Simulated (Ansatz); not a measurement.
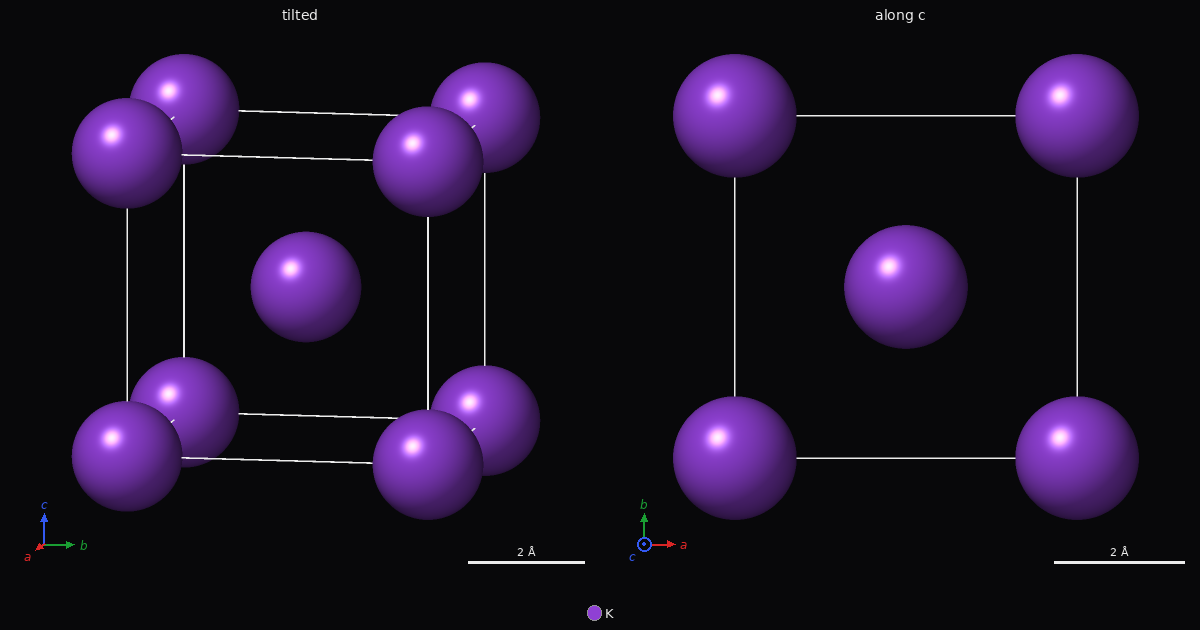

We look at a spheres-only model of the crystal slightly off an axis and along the c axis. Atoms at the boundary of the conventional unit cell (the box) are drawn once for each face, edge or corner they touch.

Cell parameters: a = 5.305 Å, b = 5.305 Å, c = 5.305 Å, α = 90.00°, β = 90.00°, γ = 90.00°.

**What is the number of atoms per cell?**

2 (potassium), counting shared atoms by their share.

**State the lattice type.**

Body-centred cubic.

**What is the Hermann-Mauguin symbol of the space group?**

Im-3m (No. 229), with K on 2a.

**To which structure type does it belong?**

Body-centred cubic (W type).

Starting structure: the standard structure of this element. The cell was then strained or its atoms displaced on purpose. A calculation with Ansatz used it as input.
